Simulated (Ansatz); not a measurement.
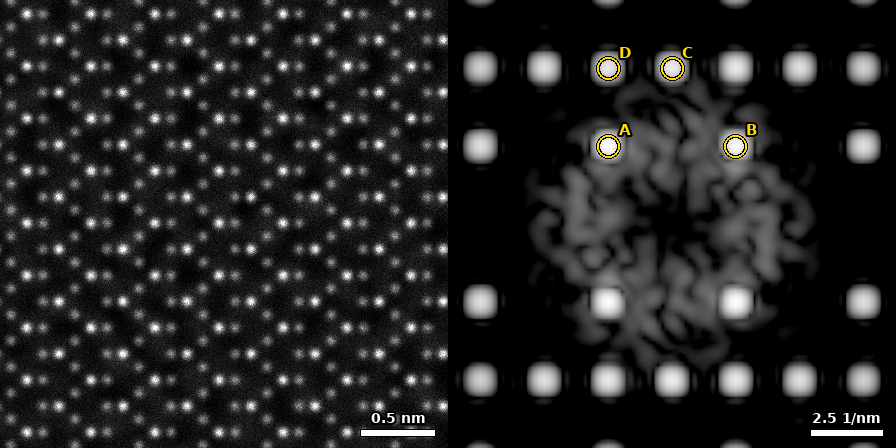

Z-contrast image of Bi (Pm-3n, No. 223) along [211]. Simulation: incoherent imaging, intensity Z^1.6 per atom, probe width 0.54 Å, thin sample. The probe carries 25 % of its weight in a tail 2.5 times as wide. Shot noise and the speckle of an amorphous layer were added. Atomic positions: the end point of a relaxation with DFT PBEsol, scalar-relativistic, plane waves, PAW (Ansatz); the starting structure was generated, so it need not be a known form of this composition.

The right panel is the modulus of the image's Fourier transform on a logarithmic scale.

a = 6.270 Å, b = 6.270 Å, c = 6.270 Å, α = 90.00°, β = 90.00°, γ = 90.00°

> Index the marked spots and give their plane spacings (the zone axis points at the viewer; indices equivalent by symmetry, or all signs reversed, are as good).

A: (-1 0 2), d = 2.80 Å; B: (-1 2 0), d = 2.80 Å; C: (-2 2 2), d = 1.81 Å; D: (-2 1 3), d = 1.68 Å. A and B enclose 78°, and every spot obeys the zone law hu + kv + lw = 0 for [211].
